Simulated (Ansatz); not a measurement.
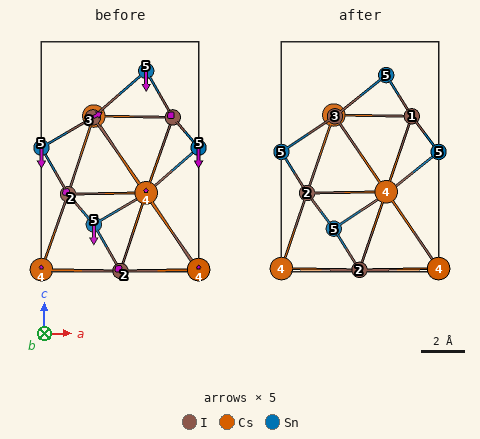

The structure of crystalline CsSnI3 (a generated structure, set up in R3m) before (left) and after (right) a relaxation, at one scale. The purple arrows give the displacements, 5 times their true length.

The picture is a ball-and-stick view of the conventional cell (3 times the calculation's cell), seen along the b axis. Lengths and directions refer to the drawn axes.

The start is a swapped structure.

The calculation used Ansatz, DFT, PAW plane waves, PBE. Settings: plane-wave cutoff 420 eV; k-point mesh 4 × 4 × 4; occupations fermi dirac; smearing width 0.0131 eV; no spin polarisation; atoms relaxed in a fixed cell; at most 80 steps.

> Summarise the run.

The largest move is that of Sn5, 0.20 Å along −c. By element the largest moves are Sn 0.20 Å, I 0.11 Å, Cs 0.05 Å. The cell doesn't change. Near-neighbour distances that change, for instance: I1–Sn5 3.313 → 3.081 Å, I1–Sn5 (another image) 2.801 → 3.012 Å, I1–Cs4 4.328 → 4.277 Å, I1–Cs4 (another image) 4.386 → 4.436 Å. Bond angles that change, for instance: Sn5–I3–Sn5 169.3° → 174.9°, I1–Sn5–I1 169.3° → 174.9°, I1–Sn5–I2 96.6° → 92.3°. The space group stays R3m (No. 160). After 7 geometry steps the energy has fallen by 0.193 eV per cell of the calculation. The largest force component goes from 1.2 to 0.0021 eV/Å. Cost: 72 s on 2 threads of Arm Neoverse V1 (shared host), peak memory 0.54 GiB.
